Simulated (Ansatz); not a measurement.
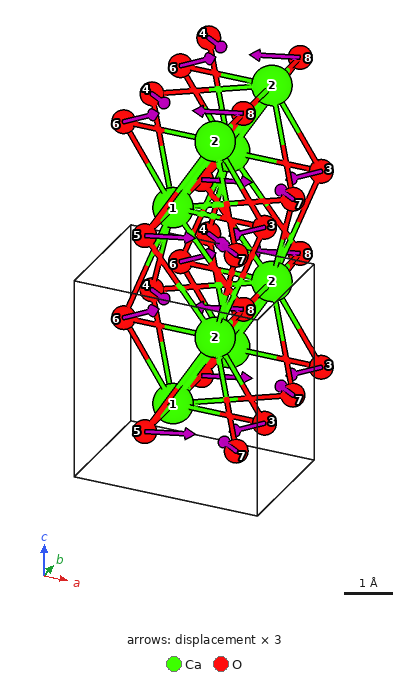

A relaxation of a crystal of CaO$_{3}$ (built on the Ni3Sn (D0_19)_194 type) (coarse preliminary run). The starting structure is drawn; purple arrows show the displacements (the part carried along by the change of the cell is left out), magnified 3 times.

The picture is a ball-and-stick view of the cell of the calculation, repeated 1 × 2 × 2 with one cell outlined, seen slightly off an axis.

Case: Ni3Sn (D0_19) type (P6_3/mmc, No. 194).

These are results of Ansatz 0.2.0, DFT PBE, scalar-relativistic, plane waves, PAW, not measurements. (plane-wave cutoff 420 eV; k-point mesh 6 × 6 × 4; occupations gaussian; smearing width 0.1 eV; collinear spin; cell and atoms relaxed; force threshold 0.04 eV/Å; at most 70 steps)

**Which element moves most?**

Oxygen: up to 0.37 Å, against 0.00 Å for calcium.

**What happened in the run?**

The largest moves relative to the cell, 0.37 Å, are those of O3, O4, O5, O6, O7 and O8. O3 goes along [−1 −2 0]. Ca stays in place. The volume changes by −2.1 %, with a = b 5.295 → 5.081 Å (−4.0 %), c 4.250 → 4.517 Å (+6.3 %). Some distances before and after: Ca1–O4 2.616 → 2.507 Å, Ca1–O3 2.647 → 2.568 Å. Bond angles that change, for instance: Ca2–O7–Ca2 108.7° → 128.5°, Ca1–O7–Ca1 179.9° → 163.1°, Ca1–O7–Ca2 90.0° → 93.7°. The space group stays P6_3/mmc (No. 194). After 7 accepted moves (10 points after the start) the energy has fallen by 1.328 eV per cell of the calculation. The largest force component goes from 0.54 to under 0.0001 eV/Å. Pressure: −6.83 GPa at the start and −0.08 GPa at the end. The line search rejected the trial step at point 3 of the run. At 2 points the geometry stayed and the basis and grid were re-selected for the new cell (energy shift of 20.2 meV per cell of the calculation at most each time).

Limits of the set-up: the k-point mesh is coarse for a cell with partly filled bands.
